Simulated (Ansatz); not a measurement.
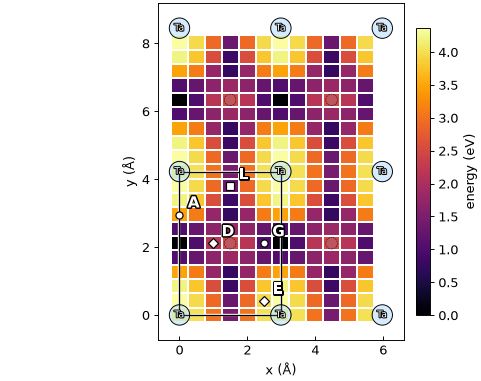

N on a Ta(110) slab cut from the Fm-3m phase, its upper half relaxed before the scan (4 atoms of substrate and one adsorbate in a 1 × 1 cell). N is moved over the surface cell; relaxed at each place: the height of the adsorbate's atoms; substrate rigid; the origin of the map has the adsorbate above Ta4. Places are given modulo a cell vector. The map is drawn in real space over the plane of the surface. The grid has 6 × 10 points; 24 points were computed and 36 follow by symmetry. Energies are in eV, from the lowest grid point. The relaxed height changes by up to 0.8 Å between neighbouring points. With one adsorbate in each 1 × 1 cell, its nearest image is 3.0 Å away, so neighbouring adsorbates interact. Computed with DFT PBE, scalar-relativistic, plane waves, PAW (Ansatz 0.2.0). Settings: cutoff 420 eV, k-mesh 9×6×1, gaussian smearing 0.1 eV, no spin polarisation.

The picture shows one coloured cell a grid point, labelled circles for the atoms of the top layer and small ones for the second layer, the outline of one cell of the 2 × 2 shown, lettered points.

> Is A the lowest point of the computed grid?

No. A lies 3.47 eV above the lowest grid point, which is at the trough between two rows of top atoms, (0/6, 5/10) of the cell vectors.

> Rank the lettered points by energy, lowest first.

G (1.02 eV), L (1.31 eV), D (2.16 eV), A (3.47 eV), E (3.96 eV).

PAW datasets: the set soft_1.
